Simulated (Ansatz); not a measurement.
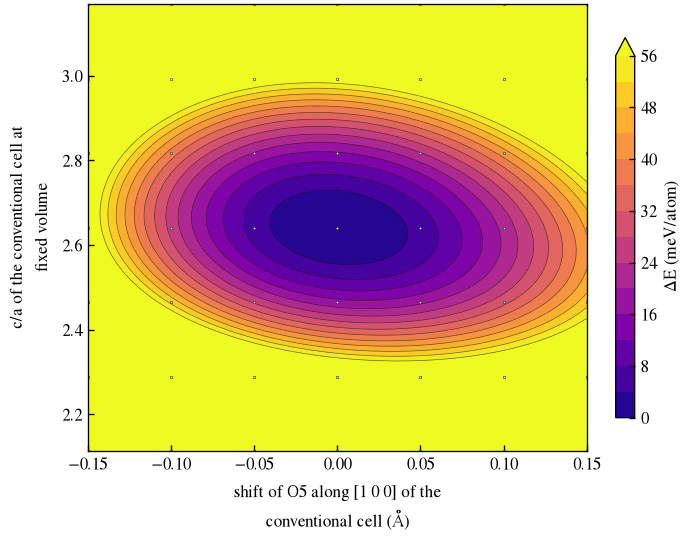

LiNbO3 (R-3c, No. 167; 10 atoms in the cell). The energy is mapped over a free internal coordinate and the cell. The first coordinate is: shift of O5 along [1 0 0] of the conventional cell, Cartesian (1 0 0), its symmetry partners moved as symmetry demands (measured in the relaxed cell); the second: c/a of the conventional cell at fixed volume. Nothing is relaxed (all other coordinates fixed). The scan uses a 7 × 7 grid. Points are written as (first, second). All energies are given in meV/atom relative to the lowest grid point. Level of theory: DFT PBE, scalar-relativistic, plane waves, PAW (Ansatz 0.2.0). Settings: cutoff 520 eV, k-mesh 6×6×6, gaussian smearing 0.05 eV, no spin polarisation.

Drawn: filled contours, dots at the grid points, one colour for all values above the top of the scale. Between grid points the surface is interpolated.

Where is the minimum, and how stiff is the well along each coordinate?

The interpolated minimum is at the first coordinate ≈ 0.000 Å, the second coordinate ≈ 2.641. The curvatures there are about 48 eV/Å² and 11 eV, with a cross term of about 3.5 eV/Å (per cell of 10 atoms). Round the minimum the valley is somewhat tilted: raising the first coordinate shifts the best value of the second coordinate downwards (coupling k₁₂/√(k₁₁k₂₂) about 0.2).

PAW datasets: the set soft_1.
